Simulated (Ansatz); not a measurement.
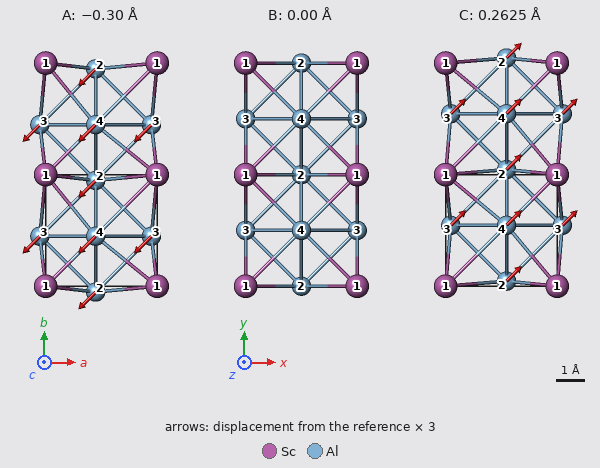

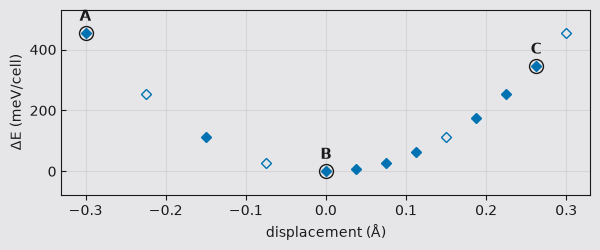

Crystalline ScAl$_{3}$ (Pm-3m): the whole Al sublattice is shifted rigidly, along Cartesian [1 1 0], all else fixed. The lettered frames are marked on the plot. Hollow markers are points alike by symmetry, not computed again. Style: ball-and-stick. Shown: the cell of the calculation, repeated 1 × 2 × 2 with one cell outlined, along the c axis. Red arrows: displacements from the reference.

Method: DFT PBEsol, scalar-relativistic, plane waves, PAW (Ansatz 0.2.0). (plane-wave cutoff 420 eV; k-point mesh 12 × 12 × 12; occupations gaussian; smearing width 0.15 eV; no spin polarisation). Energies (free energies at the smearing named) are counted from the relaxed crystal.

Read off the main features of the energy profile.

Of the computed points the lowest is at the displacement 0.00 Å, 0 meV/cell. The end points stand at 454 meV/cell (−0.30 Å) and 454 meV/cell (0.30 Å). The curvature at zero is about 9.9 eV/Å² per cell. The well is symmetric. At the highest point the shortest interatomic distance is 2.58 Å, against 2.88 Å in the reference. The distortion takes the space group from Pm-3m to Amm2.
